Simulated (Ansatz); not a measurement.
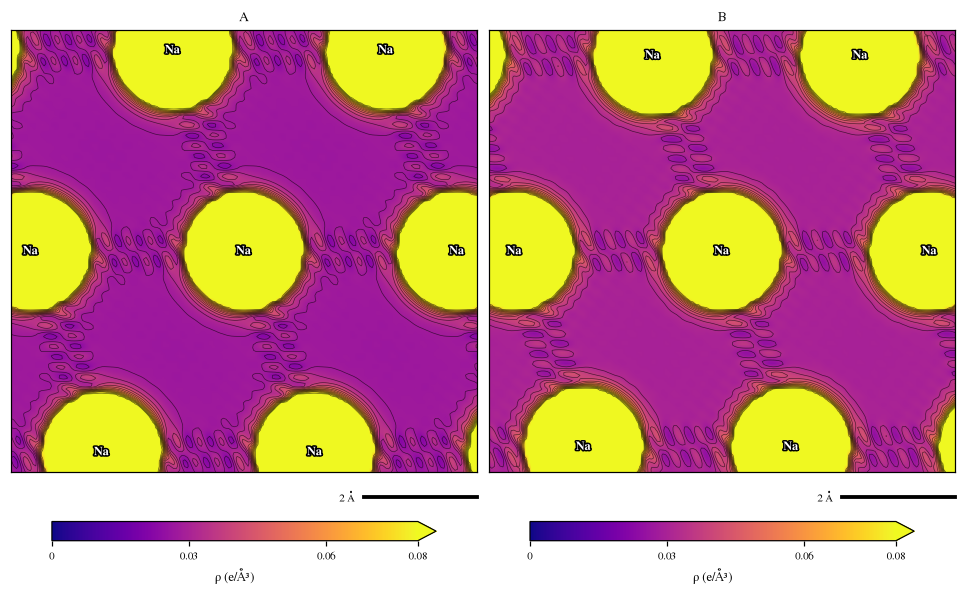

Na. The valence electron density of two cells that differ in size, on the (100) plane of each (indices in the axes of the calculation cell), at one length scale and on one colour scale; one has 37.7 and the other 40.8 Å³ an atom.

Space group Im-3m.

Level of theory: Kohn-Sham DFT of a periodic cell, r2SCAN, Ansatz PAW in Ansatz 0.2.0.

> Which panel shows the smaller cell, and what does the compression change?

Panel B is the smaller cell, by 8 % in volume. From the larger cell to the smaller, Na–Na goes from 3.76 to 3.66 Å, and the density at its midpoint from 0.03 to 0.03 e/Å³; the pressure goes from −0.5 to 0.0 GPa.
